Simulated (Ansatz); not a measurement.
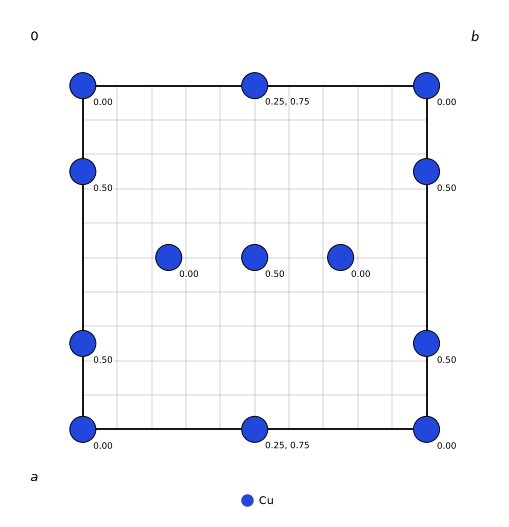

Plan of a unit cell projected along c (a down the page, b across); the numbers are heights as fractions of c, and atoms on the cell's edges are repeated. The grid marks tenths of a and b. Source: the input geometry of an electronic-structure calculation (not necessarily at equilibrium); the starting structure was generated, so it need not be a known form of this composition. All values are computed from the atomic coordinates in the standard setting (tolerance 0.002 Å).

a = 4.545 Å, b = 4.545 Å, c = 4.545 Å, α = 90.00°, β = 90.00°, γ = 90.00°.

> What does the cell contain?

8 Cu: Cu, Z = 8.

> Which space group?

Pm-3n, No. 223, primitive cubic.

> Give the fractional coordinates of all atoms, to two places.

```json
{"atom": "Cu", "x": "0.00", "y": "0.00", "z": "0.00"}
{"atom": "Cu", "x": "0.50", "y": "0.50", "z": "0.50"}
{"atom": "Cu", "x": "0.25", "y": "0.00", "z": "0.50"}
{"atom": "Cu", "x": "0.75", "y": "0.00", "z": "0.50"}
{"atom": "Cu", "x": "0.50", "y": "0.25", "z": "0.00"}
{"atom": "Cu", "x": "0.50", "y": "0.75", "z": "0.00"}
{"atom": "Cu", "x": "0.00", "y": "0.50", "z": "0.25"}
{"atom": "Cu", "x": "0.00", "y": "0.50", "z": "0.75"}
```
